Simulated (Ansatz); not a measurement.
Input of the run:

```
crystal:
  lattice:
    - [3.0246467642, 0.0, 0.0]
    - [-1.5123233821, 2.6194209353, 0.0]
    - [0.0, 0.0, 7.519440634]
  atoms:
    - { symbol: Ga, position: [0.3333333333, 0.6666666667, 0.1882836614] }
    - { symbol: Ga, position: [0.6666666667, 0.3333333333, 0.8117163386] }
    - { symbol: O, position: [0.0, 0.0, 0.0] }
    - { symbol: O, position: [0.3333333333, 0.6666666667, 0.7134511736] }
    - { symbol: O, position: [0.6666666667, 0.3333333333, 0.2865488264] }
kpoints:
  mp_grid: { grid: [11, 11, 7] }
  band_path:
    path:
      - [0.0, 0.0, 0.0]
      - [0.5, 0.0, 0.0]
      - [0.3333333333, 0.3333333333, 0.0]
      - [0.0, 0.0, 0.0]
      - [0.0, 0.0, 0.5]
      - [0.5, 0.0, 0.5]
      - [0.3333333333, 0.3333333333, 0.5]
      - [0.0, 0.0, 0.5]
      - [0.5, 0.0, 0.5]
    npoints: 14
scf:
  occupations: { method: fermi_dirac, width: 0.08 }
hamiltonian:
  xc: pbe
  pseudopotentials: { kind: all_electron, lapw: { basis_error: 0.001 } }
output:
  forces: true
  stress: true
  eigenvalues: true
  populations: true
  dos: { projected: true, de: 0.2, e_range: [-14, 8] }
```

Launched with:
```bash
ansatz run input.yaml --threads 2 --pin off --max-ram 5120MiB --backend cpu --events-out ev --progress --plain --runs-dir out
```

What will the band structure and density of states look like? The path is Γ–M–K–Γ–A–L–H–A–L.

The material is gapped. The gap along this path is 2.57 eV, from the valence-band top between K and Γ to the conduction-band bottom at Γ; the smallest direct gap, at Γ, is only slightly larger at 2.59 eV. The top valence band spans 0.6 eV and the lowest conduction band 4.2 eV. The direct gaps are 3.79 eV at A, 4.73 eV at L and 7.38 eV at H. By projected weight, the top eV of the valence band is O almost alone.

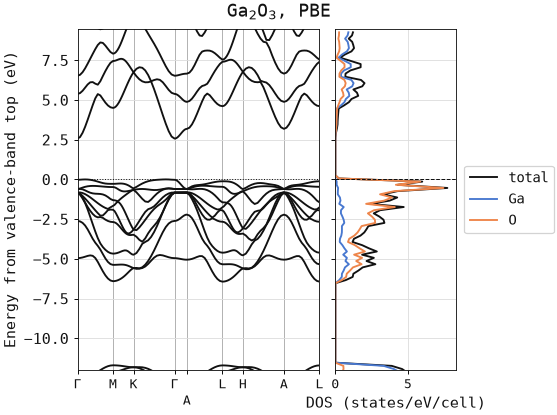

Band structure and density of states. Energies are counted from the top of the valence band. The path runs straight from each named point to the next. The partial curves are projected on atomic shells.
